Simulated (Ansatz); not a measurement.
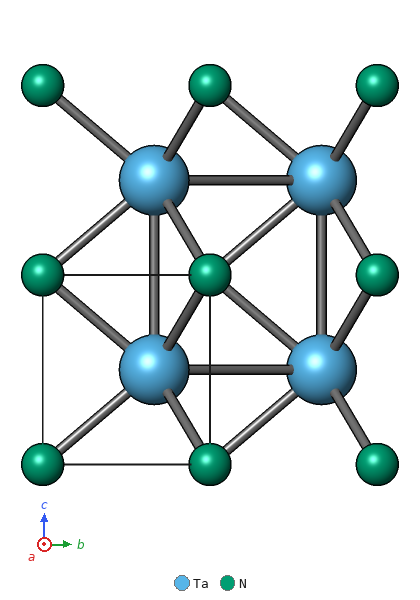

The picture looks along a close-packed row of the hexagonal mesh; c points upwards. Every atom sits on one of the three columns of the mesh; call them A, B, C in the order in which they first turn up. The sequence starts with the first layer at or above the cell's origin.

TaN. Coordinates: the geometry relaxed with DFT, LDA, all-electron LAPW, scalar-relativistic in Ansatz.

### List the layers of one repeat.

N(A) – Ta(B) (two layers in 2.85 Å).
